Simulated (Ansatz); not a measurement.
## W$_{3}$Si: single-point calculation

W$_{3}$Si (4 atoms in the cell), computed with DFT PBE, scalar-relativistic, plane waves, PAW, no spin polarisation (Ansatz 0.2.0).

The structure derives from a Materials Project entry.

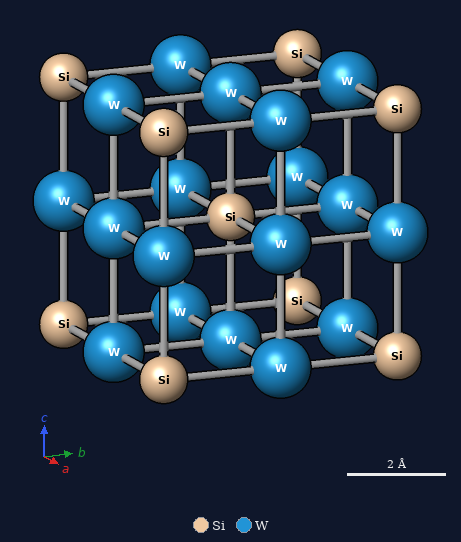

Figure 1. The structure (ball-and-stick view of the cell 2 times as large as that of the calculation, set on its symmetry axes, seen at an oblique angle).

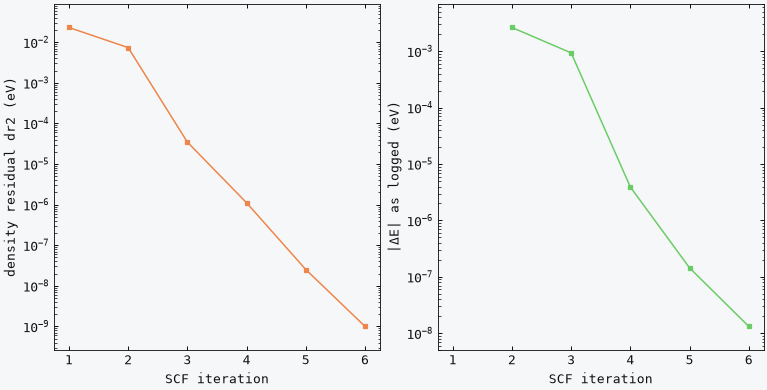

Figure 2. Convergence of the self-consistent field: density residual dr2 and size of the energy change against the SCF iteration. The residual falls at every step.

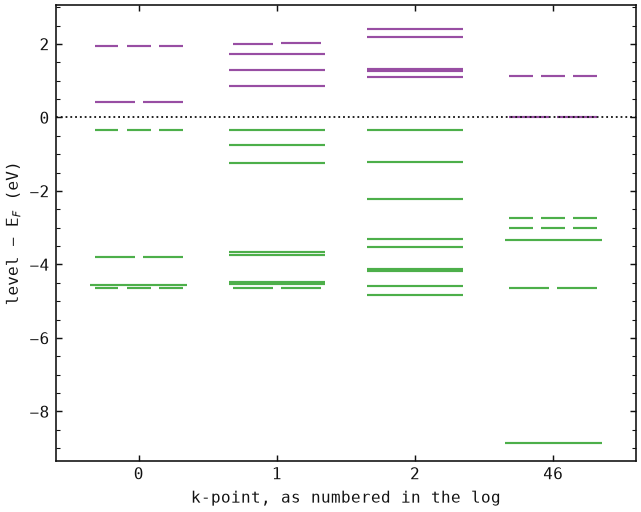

Figure 3. Kohn–Sham levels near the Fermi level (dotted) at the few k-points that the log prints; levels within 0.02 eV of each other stand side by side. The system is metallic on the full mesh.

These pictures come from the run below.

### The input
```yaml
crystal:
  lattice:
    - [-2.6037661908, 2.6037661908, 2.6037661908]
    - [2.6037661908, -2.6037661908, 2.6037661908]
    - [2.6037661908, 2.6037661908, -2.6037661908]
  atoms:
    - { symbol: Si, position: [0.0, 0.0, 0.0] }
    - { symbol: W, position: [0.5, 0.5, 0.0] }
    - { symbol: W, position: [0.5, 0.0, 0.5] }
    - { symbol: W, position: [0.0, 0.5, 0.5] }
basis:
  ecutwfc: 420
kpoints:
  mp_grid: { grid: [10, 10, 10] }
hamiltonian:
  xc: pbe
scf:
  occupations: { method: gaussian, width: 0.15 }
output:
  forces: true
  stress: true
  eigenvalues: true
```

Command:
```bash
ansatz run input.yaml --threads 2 --pin off --max-ram 5120MiB --backend cpu --events-out ev --progress --plain --runs-dir out
```

### The program's output
```
Engine: ansatz 0.2.0, x86_64-unknown-linux-gnu
Pseudopotentials: kind: paw
Pseudopotential: Si, paw, valence charge 4, recommended cutoff 420 eV (normal), Si.paw.azcp
Pseudopotential: W, paw, valence charge 14, recommended cutoff 420 eV (normal), W.paw.azcp
Functional definition: PBE
  parameter kappa = 0.804
  parameter beta = 0.06672455060314922
  exchange = pbe_x(kappa = kappa, mu = beta*pi^2/3)
  correlation = pbe_c(beta = beta)
Crystal: 4 atoms, lattice volume = 70.610 Å³
Basis set: ecut = 420 eV, 1409 PW (Γ), exchange–correlation on 64×64×64 points (8 copies of the dense FFT grid, shifted against one another)
Bands: 28, of which v1, the nominal top of the filled ones, is band 23 counted from 1 (22 counted from 0)
Symmetry: 48 space group operations
Space group: Im-3m (ITA 229), of the structure as read, at distance tolerance 4.1e-5 Å
k-points: 47 of 1000
Non-local potential: Si, projectors of the file, l = 0: 2, l = 1: 2, l = 2: 2
Non-local potential: W, projectors of the file, l = 0: 3, l = 1: 2, l = 2: 2, l = 3: 1
PAW form: soft (Blöchl's): semilocal exchange-correlation on the pseudo side does not see the compensation charge
PAW one-centre angular grid: Si, 110 points (default); XC on 64 Gauss nodes
PAW one-centre angular grid: W, 590 points (default); XC on 64 Gauss nodes
Initial density: superposition of atomic densities (neutral atoms: chi_scale 0, normalization atom), corrected by the library's trained network
Initial wavefunctions: pseudopotential atomic-orbital guess
Functional: x = pbe(κ = 0.804, μ = 0.2195149727645171), c = pbe(β = 0.06672455060314922)
SCF iter   1: F=—  HF=-31784.919098 eV  |F-HF|=—  |Δ(HF+E_count)|=         —  Δρ=5.49e-3  dr2=2.31e-2  ethr=1.77e-3  ⟨swp⟩=5.0  Hψ=5534  notcnv=0
preconditioner: auto → Kerker (q_TF=auto, 2.540 Å⁻¹)  [metal: Δε(μ)=0.012 eV  Ē_g=4.607 eV  σ=0.150 eV  W_gap=0.05  n_scr=18 (ndim 8)  ℏωp=20.7 eV  f_vac=0.000  D(μ)=4.99/eV (n_scr^D=54)]
SCF iter   2: F=—  HF=-31784.916455 eV  |F-HF|=—  |Δ(HF+E_count)|=   2.64e-3  Δρ=3.08e-3  dr2=7.38e-3  ethr=5.03e-5  ⟨swp⟩=1.0  Hψ=1692  notcnv=0
SCF iter   3: F=—  HF=-31784.915519 eV  |F-HF|=—  |Δ(HF+E_count)|=   9.36e-4  Δρ=2.71e-4  dr2=3.47e-5  ethr=1.60e-5  ⟨swp⟩=2.0  Hψ=1826  notcnv=0
SCF iter   4: F=—  HF=-31784.915515 eV  |F-HF|=—  |Δ(HF+E_count)|=   3.91e-6  Δρ=4.44e-5  dr2=1.11e-6  ethr=7.55e-8  ⟨swp⟩=2.9  Hψ=2502  notcnv=0
iter 5 did not close the SCF: its close was put off for the readings that it lacked (scf_convergence_deferred on its scf_iter line)
SCF iter   5: F=-31784.915515 eV  HF=-31784.915515 eV  |F-HF|=1.07e-8  |Δ(HF+E_count)|=   1.44e-7  Δρ=8.12e-6  dr2=2.52e-8  ethr=2.41e-9  ⟨swp⟩=2.0  Hψ=1770  notcnv=0
SCF iter   6: F=-31784.915515 eV  HF=-31784.915515 eV  |F-HF|=4.95e-10  |Δ(HF+E_count)|=   1.32e-8  Δρ=1.55e-6  dr2=1.00e-9  ethr=5.48e-11  ⟨swp⟩=3.3  Hψ=4572  notcnv=0
SCF 1 converged in 6 iterations: F = -31784.915515 eV  dr2 = 1.00e-9
  greatest PAW one-centre occupation: 1.000 electrons in one spin orbital (limit 2), on the W atom at site 3 (counted from 0), in its partial waves of l = 0
SCF converged after 6 iterations
Free energy (F): -31784.915515 eV
Harris-Foulkes:  -31784.915515 eV  (|F-HF|=4.95e-10)
Internal energy: -31784.859420 eV  (E = F + TS)
E sigma→0 (E₀):  -31784.887467 eV
Entropy (-TS):   -0.056096 eV (-14.024 meV/atom)
Fermi energy:    16.751623 eV
--- Per-component energies (eV) ---
  E_band       = -430.259504
  E_kinetic    = 1386.482835
  E_local      = -2675.715455  (includes V_loc(G=0)·N_el)
  E_nonlocal   = 34.740765
  E_hartree    = 980.335380
  E_xc         = -851.985922
  E_vxc        = -758.037039  (∫ρ·V_xc dr)
  E_paw        = -26201.395200  (= ΣΔE_a)
  E_vpaw       = -378.401037  (= ΣTr[D̂ρ^β])
  E_aug_tail   = -0.000179  (compensation charges beyond the density's cutoff)
  E_ewald      = -4457.321644
  E_smearing   = -0.056096  (= −TS)
  E_closure    = 0.000000  (closes the sum)
  Σ components = -31784.915515   (vs F -31784.915515, Δ=0.00e0)
--- Forces (eV/Å), atoms counted from 1 ---
  atom   1  Si    -0.00000000     0.00000000     0.00000000
  atom   2  W      0.00000000    -0.00000000    -0.00000000
  atom   3  W      0.00000000     0.00000000    -0.00000000
  atom   4  W      0.00000000    -0.00000000    -0.00000000
  max |Σ_I F_I| component: 5.87e-29 eV/Å
--- Stress (GPa, compression-positive) ---
        0.170419      -0.000000      -0.000000
        0.000000       0.170419       0.000000
       -0.000000       0.000000       0.170419
  P = ⅓ Tr σ = 0.1704 GPa (1.704 kbar)
--- Band table (eV; the first three rows and the last of 47) ---
  k-point 0: bands = ["-57.1673", "-57.0021", "-57.0021", "-21.9774", "-21.9774", "-21.9774", "-21.4355", "-21.4355", "-21.4355", "-20.6232", "-20.6232", "-20.6232", "6.3843", "12.1036", "12.1036", "12.1036", "12.1915", "12.9640", "12.9640", "16.4171", "16.4171", "16.4171", "17.1788", "17.1788", "18.6879", "18.6879", "18.6879", "20.5102"]
  k-point 1: bands = ["-57.1637", "-57.0057", "-57.0022", "-21.9779", "-21.9479", "-21.9462", "-21.4385", "-21.4349", "-21.4336", "-20.6598", "-20.6578", "-20.6240", "6.5137", "12.1049", "12.1199", "12.2197", "12.2857", "13.0173", "13.0930", "15.5031", "15.9917", "16.4099", "17.6001", "18.0535", "18.4911", "18.7521", "18.7700", "20.0987"]
  k-point 2: bands = ["-57.1533", "-57.0160", "-57.0024", "-21.9792", "-21.8617", "-21.8554", "-21.4462", "-21.4333", "-21.4284", "-20.7645", "-20.7574", "-20.6259", "6.8864", "11.9178", "12.1622", "12.5637", "12.6328", "13.2152", "13.4455", "14.5254", "15.5410", "16.4092", "17.8463", "18.0264", "18.0709", "18.9454", "19.1643", "19.8579"]
  k-point 46: bands = ["-57.1106", "-57.1106", "-56.9500", "-22.0172", "-22.0172", "-22.0172", "-21.3982", "-21.3982", "-21.3982", "-20.6286", "-20.6286", "-20.6286", "7.8926", "12.1102", "12.1102", "13.4064", "13.7399", "13.7399", "13.7399", "14.0141", "14.0141", "14.0141", "16.7642", "16.7642", "17.8903", "17.8903", "17.8903", "20.3070"]
```

### Key numbers

- outcome: converged
- space group (tolerance 0.01 Å): Im-3m (229)
- electrons treated: 46
- free energy: −31784.9155 eV
- Fermi energy: 16.752 eV
- gap on the k-point mesh: none (metallic)
- pressure: 0.17 GPa
- largest force (length of the vector): under 0.001 eV/Å
- hardware: 2 threads of Oxide Virtual Turin-like (Zen 5), 32 GiB of memory available, shared host
- wall time: 2.4 s (CPU time 4.2 s)
- peak memory: 0.43 GiB

### Notes

Spin–orbit coupling is left out, which matters for W.
